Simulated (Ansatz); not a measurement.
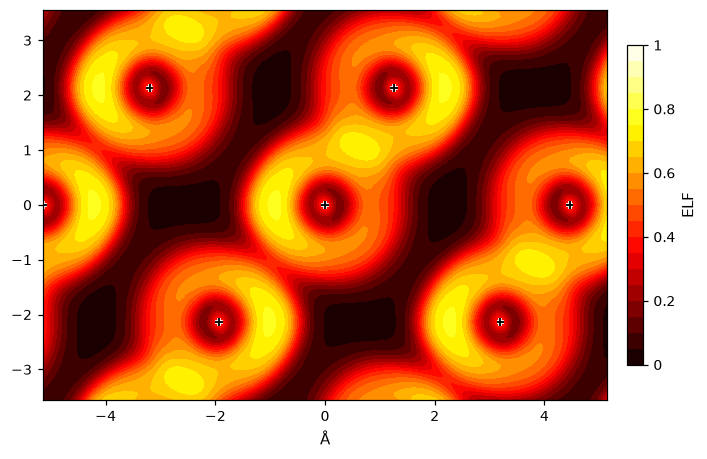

The ELF on a plane through atoms (crosses mark nuclei in the plane).

Level of theory: Ansatz 0.2.0, DFT, r2SCAN, PAW with Ansatz's default frozen-core files, scalar-relativistic; relaxation of cell and atoms.

Candidates:
A. AlP, a = 5.44 Å, b = 5.44 Å, c = 5.44 Å, α = 90.00°, β = 90.00°, γ = 90.00°. Space group F-43m; computed pressure about 2 GPa in this cell.
B. C, a = 2.44 Å, b = 2.44 Å, c = 9.02 Å, α = 90.00°, β = 90.00°, γ = 120.00°. Space group R-3m; computed pressure about 10 GPa in this cell.
C. As, a = 3.70 Å, b = 3.70 Å, c = 9.59 Å, α = 90.00°, β = 90.00°, γ = 120.00°. Space group R-3m; computed pressure about 10 GPa in this cell.

### Which candidate gave the map?

Candidate C: As on the (110) plane of the conventional cell, which holds As. As–As (2.48 Å): the ELF peaks at about 0.75 between the atoms.
